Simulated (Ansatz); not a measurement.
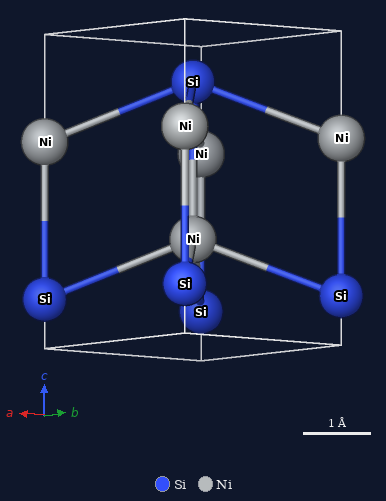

Lattice vibrations of a crystal of SiNi, at the zone centre. A ball-and-stick model of the cell of the calculation, seen from a free direction.

Method: DFT PBE, scalar-relativistic, plane waves, PAW in Ansatz 0.2.0. Set-up: plane-wave cutoff 420 eV; k-point mesh 14 × 12 × 10; occupations fermi dirac; smearing width 0.15 eV; no spin polarisation.

The frequencies depend somewhat on the k-mesh and the smearing.

List the optical modes.

The calculation's cell holds 4 atoms, so there are 9 optical modes, in 9 levels. The optical modes span 2B₂g + 2B₃g + B₃u + 2A_g + B₂u + B₁u. No level is unstable.

```
level  symmetry  frequency (cm⁻¹)         activity
    1       B₂g               174     Raman-active
    2       B₃g               186     Raman-active
    3       B₃u               240  infrared-active
    4       A_g               242     Raman-active
    5       B₂u               256  infrared-active
    6       B₂g               270     Raman-active
    7       B₃g               306     Raman-active
    8       B₁u               368  infrared-active
    9       A_g               400     Raman-active
```

The crystal is a metal, so free carriers screen the infrared response.

The modes drawn as arrows, 6 of the levels:

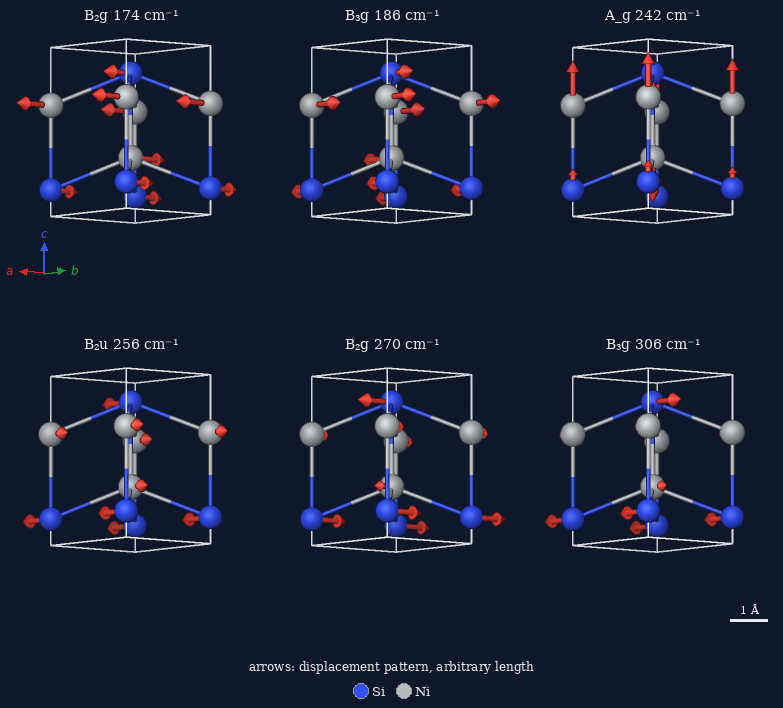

Limits of the set-up: an element that often carries a moment was run without spin polarisation.
